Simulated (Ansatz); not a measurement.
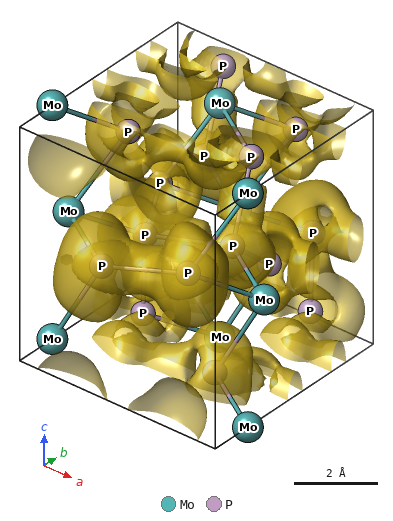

*MoP4. Isosurface of the electron localisation function at 0.7 (yellow), seen slightly off an axis. Core shells and regions of very low density are left out. Sticks mark near contacts.*

Space group P2; not relaxed (largest force 1.5 eV/Å); computed pressure about −3 GPa in this cell; computed without spin polarisation.

Theory: Ansatz, DFT PBEsol, scalar-relativistic, plane waves, PAW.

Core electrons are frozen (PAW), and the valence fields are smoothed inside the atomic spheres.

Q: Where are the electrons localised?

A: At this value the surface marks out one region between bonded P–P atoms and sheets that run through the cell in two directions, counted in one cell of 20 atoms. Regions shared between cells count once. Profiles from the grid: P–P (2.20 Å): the ELF peaks at about 0.90 between the atoms. Mo–P (2.38 Å): the ELF peaks at about 0.80 in the valence shell of P, 0.8 Å from its nucleus, and is about 0.40 at the midpoint.

Q: Metal or insulator at this level of theory?

A: It is gapless in this calculation (a metal or semimetal).
